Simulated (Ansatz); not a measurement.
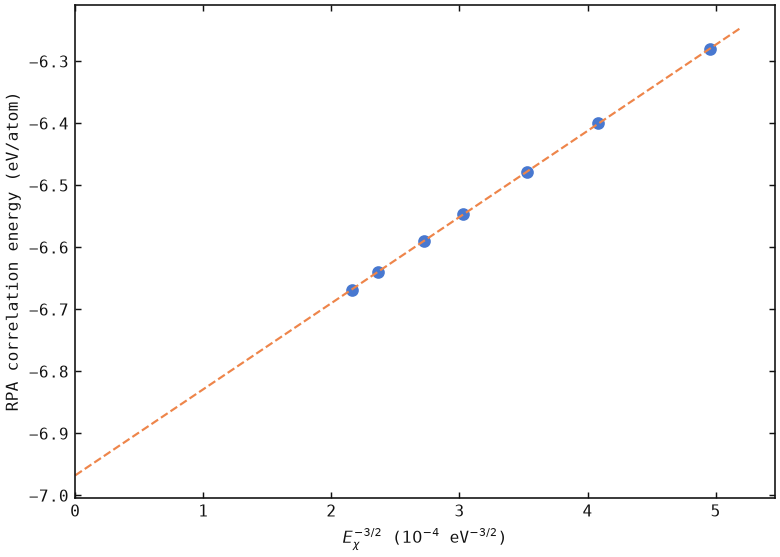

RPA correlation energy at response cutoffs from 160 to 278 eV.
- system: C (Fd-3m, 2 atoms in the cell)
- method: RPA correlation and exact exchange on PBE orbitals, JTH PAW set in Ansatz; cutoff 700 eV, 73 empty bands, 4×4×4 k-mesh

> Extrapolate to the basis limit.

About −6.97 eV per atom by a fit through all points (−6.97 from the last two alone), at the number of bands used. The largest cutoff gives −6.67, so about 300 meV per atom (4.3 %) is still missing. The error falls as the cutoff to the power −3/2, which is why the points lie on a line here.
